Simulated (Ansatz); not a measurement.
## Ti18O35: geometry relaxation (part 3 of 6)

Ti18O35 (defect cell, 53 atoms in the cell); DFT PBE, scalar-relativistic, plane waves, PAW, spin-polarised (Ansatz 0.2.0); cutoff 420 eV, 2×1×2 k-mesh, Gaussian smearing of 0.05 eV, collinear spins. The structure derives from a Materials Project entry.

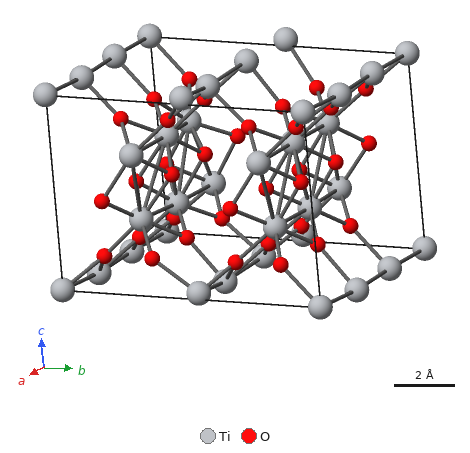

**Figure 1.** The geometry at step 6 of the log (ball-and-stick view of the cell of the calculation, seen slightly off an axis).

### Log, continued
```
relax step   2: F+E_penalty+E_count = -64923.78682218 eV  Δ(F+E_penalty+E_count) = -3.224e-1 eV  max|allowed force component| = 1.090e0 eV/Å  Δτ_max = 0.0673 Å  (61 SCF iters, dr2 threshold 8.84e-5 eV, accepted)
[... from here on the SCF iterations and repeated set-up lines of each step are left out, up to the last step ...]
SCF 3 converged in 15 iterations: F = -64924.061770 eV  dr2 = 3.16e-6
relax step   3: F+E_penalty+E_count = -64924.06177007 eV  Δ(F+E_penalty+E_count) = -2.749e-1 eV  max|allowed force component| = 1.008e0 eV/Å  Δτ_max = 0.1447 Å  (15 SCF iters, dr2 threshold 7.42e-5 eV, accepted)
SCF 4 converged in 13 iterations: F = -64924.532637 eV  dr2 = 8.31e-6
relax step   4: F+E_penalty+E_count = -64924.53263722 eV  Δ(F+E_penalty+E_count) = -4.709e-1 eV  max|allowed force component| = 1.213e0 eV/Å  Δτ_max = 0.2000 Å  (13 SCF iters, dr2 threshold 1.00e-4 eV, accepted)
SCF 5 converged in 12 iterations: F = -64924.669764 eV  dr2 = 3.38e-6
relax step   5: F+E_penalty+E_count = -64924.66976386 eV  Δ(F+E_penalty+E_count) = -1.371e-1 eV  max|allowed force component| = 9.625e-1 eV/Å  Δτ_max = 0.1361 Å  (12 SCF iters, dr2 threshold 1.00e-4 eV, accepted)
SCF 6 converged in 12 iterations: F = -64924.794884 eV  dr2 = 2.12e-6
relax step   6: F+E_penalty+E_count = -64924.79488380 eV  Δ(F+E_penalty+E_count) = -1.251e-1 eV  max|allowed force component| = 2.405e-1 eV/Å  Δτ_max = 0.0620 Å  (12 SCF iters, dr2 threshold 1.00e-4 eV, accepted)
SCF 7 converged in 16 iterations: F = -64924.793826 eV  dr2 = 2.55e-7
relax step   7: F+E_penalty+E_count = -64924.79382595 eV  Δ(F+E_penalty+E_count) = +1.058e-3 eV  max|allowed force component| = 2.917e-1 eV/Å  Δτ_max = 0.0511 Å  (16 SCF iters, dr2 threshold 3.62e-6 eV, rejected (line search))
SCF 8 converged in 17 iterations: F = -64924.823411 eV  dr2 = 1.84e-9
relax step   8: F+E_penalty+E_count = -64924.82341053 eV  Δ(F+E_penalty+E_count) = -2.853e-2 eV  max|allowed force component| = 5.785e-2 eV/Å  Δτ_max = 0.0256 Å  (17 SCF iters, accepted)
SCF iter   1: F=—  HF=-64924.827969 eV  |F-HF|=—  |Δ(HF+E_count)|=         —  Δρ=7.45e-4 (↑7.31e-4 ↓7.45e-4)  dr2=6.53e-3  dr2_m=3.05e-4  M=0.994 μB ∫|m|=1.182 μB  β_m=0.65  ethr=1.12e-5  ⟨swp⟩=2.6  Hψ=4142  notcnv=0  defer=304
preconditioner: auto → Resta (q_TF=auto, 2.581 Å⁻¹)  ε∞=8.1  [insulator: Δε(μ)=0.104 eV  Ē_g=9.608 eV  σ=0.050 eV  W_gap=0.86  n_scr=172 (ndim 8)  ℏωp=25.6 eV  f_vac=0.085  D(μ)=4.36/eV (n_scr^D=16)  ε∞_Penn≈8.1]
spin=Collinear: Resta preconditioning applied to the charge; magnetization (m = ρ↑ − ρ↓) channel mixes plain (no charge-response kernel on spin).
SCF iter   2: F=—  HF=-64924.826901 eV  |F-HF|=—  |Δ(HF+E_count)|=   1.07e-3  Δρ=3.56e-4 (↑3.56e-4 ↓3.45e-4)  dr2=2.39e-3  dr2_m=5.40e-5  M=0.996 μB ∫|m|=1.183 μB  β_m=0.54  ethr=1.53e-6  ⟨swp⟩=2.5  Hψ=3463  notcnv=0  defer=304
SCF iter   3: F=—  HF=-64924.826854 eV  |F-HF|=—  |Δ(HF+E_count)|=   4.70e-5  Δρ=2.59e-4 (↑2.59e-4 ↓2.48e-4)  dr2=2.17e-3  dr2_m=1.54e-5  M=0.994 μB ∫|m|=1.182 μB  β_m=0.47  ethr=5.61e-7  ⟨swp⟩=2.0  Hψ=2970  notcnv=0  defer=304
SCF iter   4: F=—  HF=-64924.826677 eV  |F-HF|=—  |Δ(HF+E_count)|=   1.78e-4  Δρ=6.45e-5 (↑6.45e-5 ↓6.25e-5)  dr2=1.12e-4  dr2_m=8.72e-7  M=0.995 μB ∫|m|=1.182 μB  β_m=0.45  ethr=5.10e-7  ⟨swp⟩=2.1  Hψ=2670  notcnv=0  defer=304
SCF iter   5: F=—  HF=-64924.826673 eV  |F-HF|=—  |Δ(HF+E_count)|=   3.98e-6  Δρ=3.15e-5 (↑3.15e-5 ↓2.93e-5)  dr2=2.02e-5  dr2_m=1.33e-7  M=0.995 μB ∫|m|=1.182 μB  β_m=0.59  ethr=2.63e-8  ⟨swp⟩=2.2  Hψ=2902  notcnv=0  defer=304
SCF iter   6: F=—  HF=-64924.826677 eV  |F-HF|=—  |Δ(HF+E_count)|=   4.02e-6  Δρ=2.69e-5 (↑2.46e-5 ↓2.69e-5)  dr2=2.62e-5  dr2_m=6.86e-8  M=0.995 μB ∫|m|=1.181 μB  β_m=0.59  ethr=4.73e-9  ⟨swp⟩=2.0  Hψ=2974  notcnv=0  defer=304
SCF iter   7: F=—  HF=-64924.826675 eV  |F-HF|=—  |Δ(HF+E_count)|=   1.45e-6  Δρ=1.02e-5 (↑1.02e-5 ↓8.18e-6)  dr2=2.88e-6  dr2_m=3.04e-8  M=0.995 μB ∫|m|=1.181 μB  β_m=0.60  ethr=4.73e-9  ⟨swp⟩=2.0  Hψ=2817  notcnv=0  defer=304
SCF iter   8: F=—  HF=-64924.826676 eV  |F-HF|=—  |Δ(HF+E_count)|=   1.62e-7  Δρ=5.33e-6 (↑5.33e-6 ↓5.30e-6)  dr2=8.94e-7  dr2_m=1.71e-8  M=0.995 μB ∫|m|=1.181 μB  β_m=0.61  ethr=6.76e-10  ⟨swp⟩=2.0  Hψ=3474  notcnv=0  defer=304
SCF iter   9: F=—  HF=-64924.826676 eV  |F-HF|=—  |Δ(HF+E_count)|=   1.75e-7  Δρ=2.86e-6 (↑2.86e-6 ↓2.50e-6)  dr2=2.13e-7  dr2_m=6.09e-9  M=0.995 μB ∫|m|=1.181 μB  β_m=0.67  ethr=2.10e-10  ⟨swp⟩=2.0  Hψ=3007  notcnv=0  defer=304
SCF iter  10: F=—  HF=-64924.826676 eV  |F-HF|=—  |Δ(HF+E_count)|=   1.16e-7  Δρ=2.15e-6 (↑2.15e-6 ↓2.10e-6)  dr2=1.19e-7  dr2_m=3.21e-9  M=0.995 μB ∫|m|=1.181 μB  β_m=0.65  ethr=5.00e-11  ⟨swp⟩=2.0  Hψ=3728  notcnv=0  defer=304
SCF iter  11: F=—  HF=-64924.826676 eV  |F-HF|=—  |Δ(HF+E_count)|=   2.12e-8  Δρ=1.23e-6 (↑1.23e-6 ↓1.23e-6)  dr2=4.09e-8  dr2_m=2.26e-9  M=0.995 μB ∫|m|=1.181 μB  β_m=0.74  ethr=2.80e-11  ⟨swp⟩=2.0  Hψ=2982  notcnv=0  defer=304
iter 12 did not close the SCF: its close was put off for a magnetic moment that had not settled (scf_convergence_deferred on its scf_iter line)
SCF iter  12: F=-64924.826676 eV  HF=-64924.826676 eV  |F-HF|=5.45e-8  |Δ(HF+E_count)|=   1.89e-8  Δρ=1.65e-6 (↑1.65e-6 ↓1.21e-6)  dr2=6.45e-8  dr2_m=2.81e-9  M=0.995 μB ∫|m|=1.181 μB  β_m=0.66  ethr=9.60e-12  ⟨swp⟩=1.0  Hψ=5882  notcnv=0
iter 13 did not close the SCF: its close was put off for a magnetic moment that had not settled (scf_convergence_deferred on its scf_iter line)
SCF iter  13: F=-64924.826676 eV  HF=-64924.826676 eV  |F-HF|=4.00e-8  |Δ(HF+E_count)|=  5.60e-10  Δρ=1.31e-6 (↑1.31e-6 ↓8.77e-7)  dr2=4.47e-8  dr2_m=9.24e-10  M=0.995 μB ∫|m|=1.180 μB  β_m=0.53  ethr=9.60e-12  ⟨swp⟩=1.1  Hψ=5432  notcnv=0
iter 14 did not close the SCF: its close was put off for a magnetic moment that had not settled (scf_convergence_deferred on its scf_iter line)
SCF iter  14: F=-64924.826676 eV  HF=-64924.826676 eV  |F-HF|=1.05e-8  |Δ(HF+E_count)|=   1.83e-9  Δρ=6.94e-7 (↑6.94e-7 ↓6.86e-7)  dr2=1.33e-8  dr2_m=8.84e-10  M=0.995 μB ∫|m|=1.180 μB  β_m=0.55  ethr=9.60e-12  ⟨swp⟩=1.5  Hψ=4704  notcnv=0
iter 15 did not close the SCF: its close was put off for a magnetic moment that had not settled (scf_convergence_deferred on its scf_iter line)
SCF iter  15: F=-64924.826676 eV  HF=-64924.826676 eV  |F-HF|=9.38e-9  |Δ(HF+E_count)|=  6.69e-10  Δρ=7.92e-7 (↑7.92e-7 ↓3.23e-7)  dr2=1.09e-8  dr2_m=6.50e-10  M=0.995 μB ∫|m|=1.180 μB  β_m=0.51  ethr=3.12e-12  ⟨swp⟩=1.0  Hψ=4907  notcnv=0
iter 16 did not close the SCF: its close was put off for a magnetic moment that had not settled (scf_convergence_deferred on its scf_iter line)
SCF iter  16: F=-64924.826676 eV  HF=-64924.826676 eV  |F-HF|=5.43e-9  |Δ(HF+E_count)|=    0.00e0  Δρ=5.92e-7 (↑5.92e-7 ↓4.20e-7)  dr2=6.50e-9  dr2_m=6.56e-10  M=0.995 μB ∫|m|=1.180 μB  β_m=0.57  ethr=2.55e-12  ⟨swp⟩=1.0  Hψ=4541  notcnv=0
SCF iter  17: F=-64924.826676 eV  HF=-64924.826676 eV  |F-HF|=2.71e-9  |Δ(HF+E_count)|=  2.62e-10  Δρ=4.62e-7 (↑4.62e-7 ↓2.62e-7)  dr2=3.18e-9  dr2_m=3.46e-10  M=0.995 μB ∫|m|=1.180 μB  ethr=1.53e-12  ⟨swp⟩=1.0  Hψ=4907  notcnv=0
SCF 9 converged in 17 iterations: F = -64924.826676 eV  dr2 = 3.18e-9
relax step   9: F+E_penalty+E_count = -64924.82667591 eV  Δ(F+E_penalty+E_count) = -3.265e-3 eV  max|allowed force component| = 3.706e-2 eV/Å  Δτ_max = 0.0181 Å  (17 SCF iters, accepted)
SCF converged after 17 iterations
Magnetization: 0.9953 μB (213.4976 up, 212.5024 down)
Absolute magnetization: 1.1823 μB (∫|ρ↑−ρ↓|, with the PAW one-centre terms)
Spin contamination: 0.0308 ħ² per cell (⟨S²⟩ above its minimum at these occupations)
Per-site moments (μB) at R_I (Å): [(0.0049283133659328805, 0.7320192127554052), (0.0069499350919812325, 0.801173027086271), (0.02311907569569182, 0.7859092886888235), (0.007042520386133664, 0.7954134599363362), (0.023027011863511564, 0.7885189530525447), (0.007705678284437708, 0.7957325643450558), (0.004390565588720985, 0.7802457515994536), (0.01118218156939668, 0.7895904129429979), (0.0031944177145933343, 0.7833163025470246), (0.01308940148472237, 0.780130805591431), (0.0034259744244284703, 0.7820452577891907), (0.014100043577217678, 0.7835195494513671), (-0.002030177636171638, 0.8038377697083166), (0.11102486381341455, 0.7357740071225826), (-0.00226714372307368, 0.8030208619876645), (0.10516242061961355, 0.7349792034684811), (0.0020186020950453574, 0.7819961299536274), (0.3243219235691726, 0.8054873127679628), (-1.4251834163935986e-5, 0.801173027086271), (-0.0009636235344038939, 0.7859092886888235), (-0.0002573157130384669, 0.8043813102768737), (-0.0009907756208742597, 0.7885189530525447), (-0.00018863086740604043, 0.7957325643450558), (-0.0004579282854690262, 0.8053823720215502), (-0.0007198153000107032, 0.7999378023462178), (-0.0004749117536350223, 0.8046564900961333), (-0.0005365804308960746, 0.780130805591431), (0.0011918427093145234, 0.8046505913139734), (-0.0007979211555204186, 0.7835195494513671), (-0.0018193190784642635, 0.8047016663300135), (0.0006238166501969728, 0.8028886089085465), (-0.005859564074432996, 0.7833163025470246), (-0.0009865328923113472, 0.7922779076607646), (-0.0020586875914840918, 0.7802457515994536), (0.0005922532011232188, 0.8038377697083166), (-0.0007008839698621969, 0.795637300759247), (-0.002528680373844871, 0.8016310379390674), (-0.0007207802650630346, 0.7946404213387599), (-0.0021037430186910187, 0.8073840407783087), (0.0030367688049449766, 0.7819961299536274), (-0.006115869950661767, 0.7979425671059297), (-0.00042565935745568294, 0.7320192127554052), (-0.0003390748479614008, 0.7907294743607978), (-0.00044391746099644176, 0.7820452577891907), (-0.00042457351122723863, 0.7954134599363362), (-0.00039029273939048063, 0.7832902145986943), (-0.00045299385898968646, 0.7895904129429979), (-0.00012337105491193567, 0.79134739972266), (-0.0037475395004561143, 0.7947290234211635), (0.0005436320272746319, 0.7876402098282025), (-0.0049003075389076455, 0.7349792034684811), (0.0004844554578876868, 0.7959863089663194), (-0.005043101085936478, 0.7357740071225826)]
Free energy (F): -64924.826676 eV
Harris-Foulkes:  -64924.826676 eV  (|F-HF|=2.71e-9)
Internal energy: -64924.821107 eV  (E = F + TS)
E sigma→0 (E₀):  -64924.823891 eV
Entropy (-TS):   -0.005569 eV (-0.105 meV/atom)
Fermi energy:    10.376502 eV
--- Per-component energies (eV) ---
  E_band       = -3916.695812
  E_kinetic    = 11058.800364
  E_local      = -31790.650221  (includes V_loc(G=0)·N_el)
  E_nonlocal   = 1734.822847
  E_hartree    = 12430.687565
  E_xc         = -4361.678645
  E_vxc        = -5523.085038  (∫ρ·V_xc dr)
  E_paw        = -24347.531484  (= ΣΔE_a)
  E_vpaw       = -4258.048159  (= ΣTr[D̂ρ^β])
  E_aug_tail   = 0.089190  (compensation charges beyond the density's cutoff)
  E_ewald      = -29649.360724
  E_smearing   = -0.005569  (= −TS)
  E_closure    = -0.000000  (closes the sum)
  Σ components = -64924.826676   (vs F -64924.826676, Δ=0.00e0)
--- Forces (eV/Å), atoms counted from 1 ---
  atom   1  Ti     0.00836940    -0.00947244     0.01220970
  atom   2  Ti    -0.02349990    -0.00625624     0.00775672
  atom   3  Ti    -0.00823602     0.00211677    -0.00464349
  atom   4  Ti    -0.00556542     0.00310405    -0.00190769
  atom   5  Ti     0.00535069     0.00124277     0.00027750
  atom   6  Ti     0.02394834    -0.00338688     0.01047631
  atom   7  Ti    -0.03705536     0.00304326    -0.00592007
  atom   8  Ti     0.00351167     0.00167965     0.00807404
  atom   9  Ti     0.03545078    -0.01063449    -0.00792933
  atom  10  Ti    -0.01032477    -0.00200022     0.00059139
  atom  11  Ti    -0.00054779    -0.00206637    -0.01431325
  atom  12  Ti     0.00902361    -0.00397298    -0.01266121
  atom  13  Ti    -0.00692831    -0.00580025     0.00194466
  atom  14  Ti     0.00510451     0.00468309    -0.02148660
  atom  15  Ti     0.00378373    -0.01575133     0.00086816
  atom  16  Ti    -0.01458835     0.00653808    -0.00926857
  atom  17  Ti     0.00661324     0.00234867    -0.00361696
  atom  18  Ti     0.00732125    -0.01046703    -0.00493778
  atom  19  O     -0.00296283     0.00422076     0.00709528
  atom  20  O     -0.00500212     0.00096793     0.00648732
  atom  21  O     -0.00632537    -0.00888801    -0.00713829
  atom  22  O     -0.00036398     0.00131916     0.00515771
  atom  23  O      0.00821978    -0.00230458    -0.00561445
  atom  24  O      0.01697246     0.00950447     0.01319217
  atom  25  O     -0.00625684     0.01811581     0.00085221
  atom  26  O     -0.01954689     0.00665168     0.01520454
  atom  27  O      0.00942047     0.00724271    -0.00610595
  atom  28  O     -0.00257921     0.00015815     0.00065608
  atom  29  O     -0.00456739    -0.00630233    -0.00830569
  atom  30  O     -0.00522496     0.00079783    -0.00074090
  atom  31  O      0.00310886     0.00438002    -0.00201857
  atom  32  O      0.00047588     0.00365364     0.00193967
  atom  33  O      0.00207137    -0.00208342     0.02227303
  atom  34  O      0.01613660     0.00580207     0.00359898
  atom  35  O     -0.00945721    -0.00645510     0.00577301
  atom  36  O      0.00265687     0.01622125    -0.00969728
  atom  37  O      0.00303045    -0.00370509     0.00807137
  atom  38  O     -0.00579586     0.02390421    -0.01627889
  atom  39  O      0.00291160    -0.01042297     0.00468126
  atom  40  O     -0.00017096     0.01455141    -0.00797692
  atom  41  O     -0.00220559     0.00118863     0.00269745
  atom  42  O      0.00022968    -0.00369099     0.00460560
  atom  43  O      0.00906544    -0.01249204    -0.00652598
  atom  44  O      0.00034131    -0.01361074    -0.00386157
  atom  45  O      0.00043220    -0.00563292    -0.00067113
  atom  46  O     -0.00409381    -0.00682287    -0.00318451
  atom  47  O     -0.00883170    -0.00108773    -0.00110992
  atom  48  O      0.00466312    -0.00072921     0.00065793
  atom  49  O      0.00614928    -0.01598597    -0.01388026
  atom  50  O     -0.00680319     0.00613560     0.00730125
  atom  51  O     -0.00368138     0.00634364     0.00701816
  atom  52  O      0.00415313     0.00225965     0.00506273
  atom  53  O      0.00209182     0.01185853     0.01527000
  max |Σ_I F_I| component: 1.13e-5 eV/Å
--- Relaxed structure (9 steps of the walk, 8 accepted, 0 SCFs on fresh bases) ---
  F+E_penalty+E_count = -64924.82667591 eV   max|allowed force component| = 3.706e-2 eV/Å
  atoms:
    - { symbol: Ti, position: [0.22592959066195498, 0.21557868612943903, 0.653043610873656] }
    - { symbol: Ti, position: [0.21883767352846623, 0.7548042924901299, 0.6896488075252689] }
    - { symbol: Ti, position: [0.5508163281961804, 0.268632721255205, 0.6842281416780944] }
    - { symbol: Ti, position: [0.5532254899005206, 0.7540208258813617, 0.690627795999785] }
    - { symbol: Ti, position: [0.8912632598564165, 0.26808419822140545, 0.6830332935244214] }
    - { symbol: Ti, position: [0.8880317189581416, 0.7593246034758778, 0.6867601369692409] }
    - { symbol: Ti, position: [0.11302680599193021, 0.24426147315909086, 0.30244426533127994] }
    - { symbol: Ti, position: [0.11366982566740677, 0.7343664755240603, 0.32579012455064776] }
    - { symbol: Ti, position: [0.456412398072401, 0.2416340499045133, 0.3043162748831272] }
    - { symbol: Ti, position: [0.44886374084408165, 0.7593433006200683, 0.3271063790715655] }
    - { symbol: Ti, position: [0.7806010517938814, 0.23299137995387378, 0.32158202440417544] }
    - { symbol: Ti, position: [0.7780382953294879, 0.7583473577015922, 0.3261347596204315] }
    - { symbol: Ti, position: [0.0007435514691361332, -0.0016664389086114026, 0.0036754179497698668] }
    - { symbol: Ti, position: [-0.02489456253371916, 0.5181285684579071, 0.025893065953036337] }
    - { symbol: Ti, position: [0.33493970403633755, -0.0038524750033278447, 0.000596136133108332] }
    - { symbol: Ti, position: [0.3516021924225214, 0.517906993269317, 0.02846307021046455] }
    - { symbol: Ti, position: [0.6704615910813895, 0.00696302557334688, -0.012382747764733398] }
    - { symbol: Ti, position: [0.6694447644320317, 0.4958668023302831, -0.005393135019535169] }
    - { symbol: O, position: [0.18902413526614611, 0.905915964874464, 0.8694544049220398] }
    - { symbol: O, position: [0.5123512208855303, 0.40893355747496224, 0.8714554648814695] }
    - { symbol: O, position: [0.5236213181912971, 0.9037654976721512, 0.8740143903358639] }
    - { symbol: O, position: [0.8663744379678144, 0.40959922740463234, 0.8699446439878098] }
    - { symbol: O, position: [0.8560747835190632, 0.9034555992148937, 0.8737613244053688] }
    - { symbol: O, position: [0.0889728993961809, 0.34398064872194306, 0.5482587413327995] }
    - { symbol: O, position: [0.07630150002661387, 0.849365380152469, 0.5514651670337428] }
    - { symbol: O, position: [0.398624130869833, 0.34339340399263996, 0.5480720333675044] }
    - { symbol: O, position: [0.4072092454800213, 0.855337243308653, 0.557142519769978] }
    - { symbol: O, position: [0.742979385023498, 0.3545247407878174, 0.5485833128120937] }
    - { symbol: O, position: [0.743993862582647, 0.8566621646121024, 0.5556697339890702] }
    - { symbol: O, position: [0.3013861720062958, 0.34718461397619627, 0.18958397680150518] }
    - { symbol: O, position: [0.2996892270170088, 0.8462258736072771, 0.19664975304535956] }
    - { symbol: O, position: [0.6368619154800759, 0.3452779920736745, 0.19218711474410466] }
    - { symbol: O, position: [0.634307429271341, 0.8554692213913743, 0.20258660514387597] }
    - { symbol: O, position: [0.9730771839683009, 0.3470893317455239, 0.1859600568249844] }
    - { symbol: O, position: [0.9709643489280743, 0.8465689995441582, 0.1976180650317653] }
    - { symbol: O, position: [0.03199810684473911, 0.15248735296259097, 0.8046916051128996] }
    - { symbol: O, position: [0.03593791765751686, 0.6475197239655206, 0.8078535823408262] }
    - { symbol: O, position: [0.3692599584837243, 0.15188538190836703, 0.8039886982430176] }
    - { symbol: O, position: [0.364728952182821, 0.6475919357100672, 0.8086829897333528] }
    - { symbol: O, position: [0.7016289473990998, 0.15687419237081346, 0.8021165867238147] }
    - { symbol: O, position: [0.7008850403342299, 0.6511328079500406, 0.804761847330162] }
    - { symbol: O, position: [0.2622943313009891, 0.12775456914092448, 0.43545934215841037] }
    - { symbol: O, position: [0.2610153383438265, 0.6486828385901804, 0.45349155047790657] }
    - { symbol: O, position: [0.5929192167512936, 0.14854754828304118, 0.4488261200670738] }
    - { symbol: O, position: [0.5921010911192958, 0.6549590539374767, 0.45696495255409436] }
```
